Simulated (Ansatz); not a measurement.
## Pb: 7 runs along one coordinate

System: Pb (1 atom in the cell).
Method: DFT PBE, scalar-relativistic, plane waves, PAW, no spin polarisation (Ansatz 0.2.0).

The 7 runs differ only in the geometry, by a strain of the cell at fixed fractional positions. Against run 4, the strain is εxx = η. The structure derives from an entry of the Crystallography Open Database.

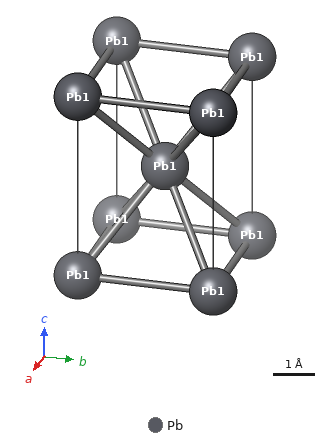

Figure 1. The structure of run 4 (ball-and-stick view of the cell 2 times as large as that of the calculation, set on its symmetry axes, seen at an oblique angle; atoms are numbered from 1 in the order of the input). An atom can appear more than once, as a periodic image.

### Input of run 4
```yaml
crystal:
  lattice:
    - [0.0, 2.4698, 2.4698]
    - [2.432753, 0.0, 2.4698]
    - [2.432753, 2.4698, 0.0]
  atoms:
    - { symbol: Pb, position: [0.0, 0.0, 0.0] }
basis:
  ecutwfc: 420
kpoints:
  mp_grid: { grid: [16, 16, 16] }
hamiltonian:
  xc: pbe
scf:
  occupations: { method: gaussian, width: 0.15 }
output:
  forces: true
  stress: true
  eigenvalues: true
```

Command:
```bash
ansatz run input.yaml --threads 1 --pin off --max-ram 2560MiB --backend cpu --events-out ev --progress --plain --runs-dir out
```

Lattice vectors (Å) and fractional positions of run 4:
```
   0.000000    2.469800    2.469800
   2.432753    0.000000    2.469800
   2.432753    2.469800    0.000000
Pb  0.000000  0.000000  0.000000
```

Run 6 differs from it as follows:
```diff
-    - [2.432753, 0.0, 2.4698]
-    - [2.432753, 2.4698, 0.0]
+    - [2.580941, 0.0, 2.4698]
+    - [2.580941, 2.4698, 0.0]
```

### Results, with one run withheld

```tsv
run	strain parameter η (%)	free energy per atom, from the lowest run given (meV)	pressure (GPa)
1	−4.5685	65.94	6.41
2	−3.0457	47.38	5.38
3	−1.5228	32.01	4.42
4	0.0000	19.92	3.51
5	3.0457	4.72	1.91
6	6.0914	?	?
7	7.6142	0.00	0.05
```

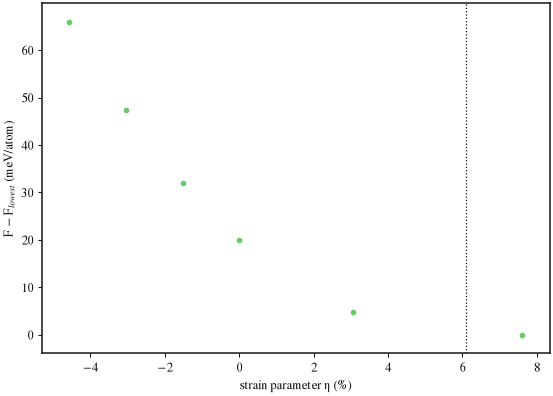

Figure 2. Free energy per atom of the runs given; the dotted line marks run 6.

What should run 6 give?

A cubic polynomial in the coordinate, fitted to the 6 runs given, misses them by at most 0.10 meV per atom. With x = η − 0.2538, it reads F = 18.291 − 6.5654 x + 0.63607 x² − 0.011084 x³ (meV per atom). At run 6 it gives −0.56 meV per atom, and the run itself gives −0.46. The fit has its minimum at η = 6.4031 %.

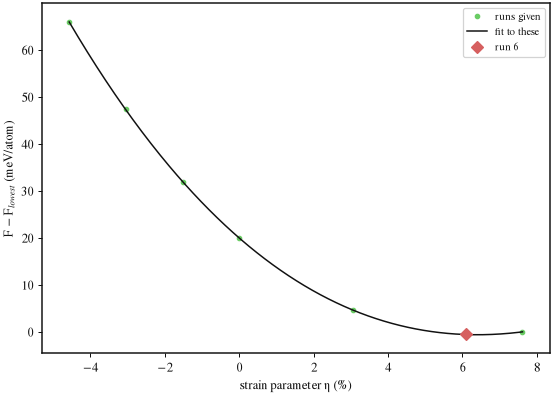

Figure 3. The fit and the withheld run.

### Output, shortened to warnings, some set-up lines, iterations and results (run 6)
```
Basis set: ecut = 420 eV, 617 PW (Γ), exchange–correlation on 48×48×48 points (8 copies of the dense FFT grid, shifted against one another)
Symmetry: 16 space group operations
k-points: 349 of 4096
Initial density: superposition of atomic densities (neutral atoms: chi_scale 0, normalization atom), corrected by the library's trained network
[...]
SCF iter   1: F=—  HF=-11906.416114 eV  |F-HF|=—  |Δ(HF+E_count)|=         —  Δρ=4.97e-4  dr2=5.42e-5  ethr=1.77e-3  ⟨swp⟩=5.5  Hψ=24946  notcnv=0
SCF iter   2: F=—  HF=-11906.415669 eV  |F-HF|=—  |Δ(HF+E_count)|=   4.45e-4  Δρ=3.64e-4  dr2=2.48e-5  ethr=3.87e-7  ⟨swp⟩=2.4  Hψ=9294  notcnv=0
SCF iter   3: F=—  HF=-11906.415685 eV  |F-HF|=—  |Δ(HF+E_count)|=   1.63e-5  Δρ=9.47e-5  dr2=2.05e-6  ethr=1.77e-7  ⟨swp⟩=3.0  Hψ=6251  notcnv=0
SCF iter   4: F=—  HF=-11906.415688 eV  |F-HF|=—  |Δ(HF+E_count)|=   2.60e-6  Δρ=2.79e-5  dr2=3.09e-7  ethr=1.47e-8  ⟨swp⟩=2.0  Hψ=4417  notcnv=0
SCF iter   5: F=-11906.415688 eV  HF=-11906.415688 eV  |F-HF|=1.09e-8  |Δ(HF+E_count)|=   7.20e-8  Δρ=5.22e-6  dr2=1.05e-8  ethr=2.21e-9  ⟨swp⟩=2.1  Hψ=6105  notcnv=0
SCF iter   6: F=-11906.415688 eV  HF=-11906.415688 eV  |F-HF|=9.37e-10  |Δ(HF+E_count)|=   4.71e-9  Δρ=1.33e-6  dr2=7.99e-10  ethr=7.53e-11  ⟨swp⟩=3.9  Hψ=18079  notcnv=0
SCF 1 converged in 6 iterations: F = -11906.415688 eV  dr2 = 7.99e-10
SCF converged after 6 iterations
Free energy (F): -11906.415688 eV
Harris-Foulkes:  -11906.415688 eV  (|F-HF|=9.37e-10)
Internal energy: -11906.410601 eV  (E = F + TS)
E sigma→0 (E₀):  -11906.413145 eV
Entropy (-TS):   -0.005086 eV (-5.086 meV/atom)
Fermi energy:    10.450183 eV
--- Per-component energies (eV) ---
  E_band       = -44.041927
  E_kinetic    = 288.545930
  E_local      = -1040.137831  (includes V_loc(G=0)·N_el)
  E_nonlocal   = 349.535034
  E_hartree    = 412.466460
  E_xc         = -220.641752
  E_vxc        = -132.305024  (∫ρ·V_xc dr)
  E_paw        = -10405.483378  (= ΣΔE_a)
  E_vpaw       = -334.611867  (= ΣTr[D̂ρ^β])
  E_aug_tail   = 0.000051  (compensation charges beyond the density's cutoff)
  E_ewald      = -1290.695116
  E_smearing   = -0.005086  (= −TS)
  E_closure    = -0.000000  (closes the sum)
  Σ components = -11906.415688   (vs F -11906.415688, Δ=0.00e0)
--- Forces (eV/Å), atoms counted from 1 ---
  atom   1  Pb     0.00000000     0.00000000     0.00000000
  max |Σ_I F_I| component: 7.32e-33 eV/Å
--- Stress (GPa, compression-positive) ---
        0.154904      -0.000000       0.000000
       -0.000000       0.818260       0.000000
        0.000000       0.000000       0.818260
  P = ⅓ Tr σ = 0.5971 GPa (5.971 kbar)
```

Notes: Spin–orbit coupling is left out, which matters for Pb.
